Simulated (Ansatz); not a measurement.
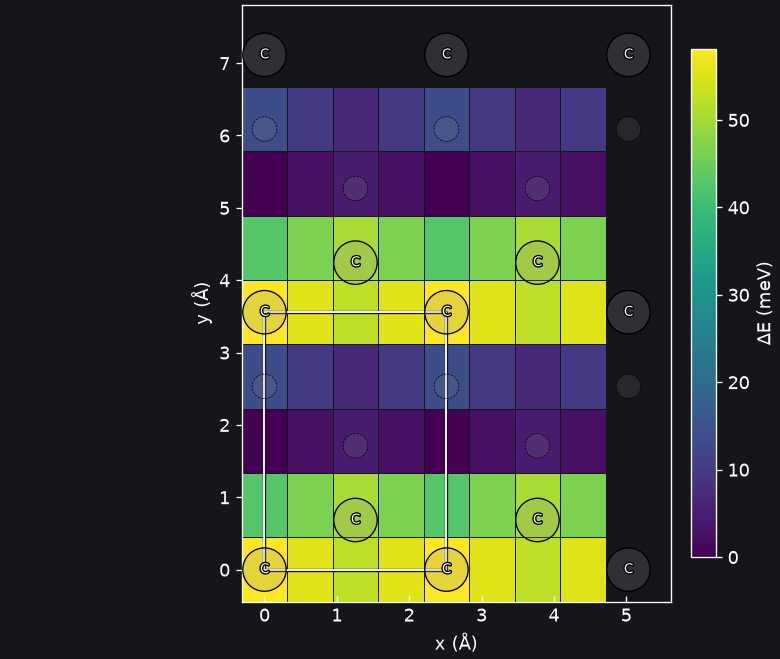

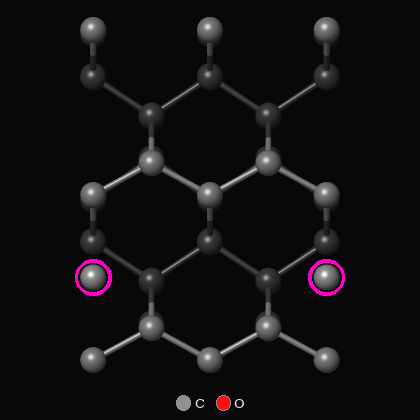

Energy landscape of CO on a C(110) slab cut from the Fd-3m phase, its upper half relaxed before the scan (40 atoms of substrate and one adsorbate in a 2 × 2 cell). CO (O end down) is moved over the surface cell at a fixed height above a rigid substrate; the origin of the map has the adsorbate above C33; the height is held at 2.90 Å. Places are given modulo a cell vector. The map is drawn in real space over the plane of the surface. Grid: 4 × 4 points; 12 points were computed and 4 follow by symmetry. Places are given in fractions of the 1 × 1 surface cell. Energies are in meV, from the lowest grid point. At a fixed height the lowest place need not be the adsorption site. Theory: Ansatz, DFT PBE+D3(BJ), scalar-relativistic, plane waves, PAW. Settings: cutoff 420 eV, k-mesh 5×4×1, gaussian smearing 0.05 eV, no spin polarisation.

The picture shows one coloured cell a grid point, labelled circles for the atoms of the top layer and small ones for the second layer, the outline of one cell of the 2 × 2 shown. The second picture is the structure at the lowest point; rings mark the moved atoms.

Q: Describe this landscape.

A: The lowest grid point is at (0/4, 2/4) of the cell vectors. The highest grid point, the top site over a surface C atom, (0/4, 0/4) of the cell vectors, lies 58.0 meV above the lowest.

The values on the grid:

```
second ↓, first →   0/4   1/4   2/4   3/4
              3/4  13.4   9.9   6.4   9.9
              2/4   0.0   2.3   4.7   2.3
              1/4  42.5  46.5  50.5  46.5
              0/4  58.0  55.2  52.4  55.2
```

Each point was launched as `ansatz run input.yaml --threads 4 --pin off --max-ram 12288MiB --backend cpu --events-out ev --progress --plain --runs-dir out`. Time for the 12 points that were run: 6.4 min on 4 threads of Intel(R) Xeon(R) Platinum 8259CL CPU @ 2.50GHz (Skylake/Cascade Lake), with other jobs on the host.

PAW datasets: the set soft_1.
